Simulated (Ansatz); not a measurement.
Given this structure:

```yaml
crystal:
  lattice:
    - [3.18518, 0.00000, 0.00000]
    - [-1.59259, 2.75844, 0.00000]
    - [0.00000, 0.00000, 22.31496]
  atoms:
    - { symbol: Mo, position: [0.00000, 0.00000, 0.00022] }
    - { symbol: S, position: [0.33333, 0.66667, 0.26353] }
    - { symbol: S, position: [0.66667, 0.33333, 0.07024] }
    - { symbol: Mo, position: [0.66667, 0.33333, 0.33356] }
    - { symbol: S, position: [0.00000, 0.00000, 0.59687] }
    - { symbol: S, position: [0.33333, 0.66667, 0.40358] }
    - { symbol: Mo, position: [0.33333, 0.66667, 0.66689] }
    - { symbol: S, position: [0.66667, 0.33333, 0.93020] }
    - { symbol: S, position: [0.00000, 0.00000, 0.73691] }
```

Interpret the file: composition, symmetry and coordination.

Answer. The material is MoS2. The structure has R3m (No. 160) symmetry and a rhombohedral (trigonal R) lattice. Atoms per cell: 9 (3 Mo, 6 S). Mo is linked to six S in a trigonal prismatic arrangement at 2.41 Å. S is linked to three Mo in a trigonal pyramidal arrangement at 2.41 Å. Not all metal-metal contacts are counted. The bonds build MoS2 layers parallel to (001).

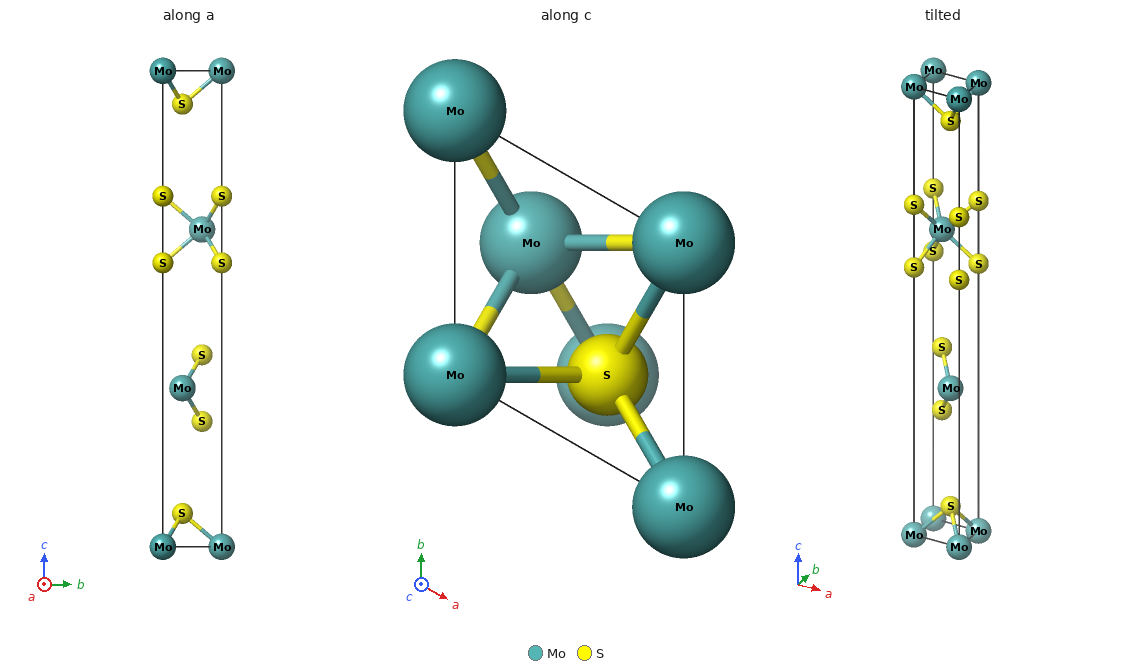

We look at a ball-and-stick model of the crystal along the a axis, along the c axis and slightly off an axis. The parallelepiped is the conventional unit cell. Colours: molybdenum teal, sulfur yellow.

Source of the structure: a structure listed in the Materials Project. Earlier steps of the study, as a rule a relaxation of our own, may have changed the cell and positions, so they can lie some per cent off the listed ones. A calculation with Ansatz used it as input.
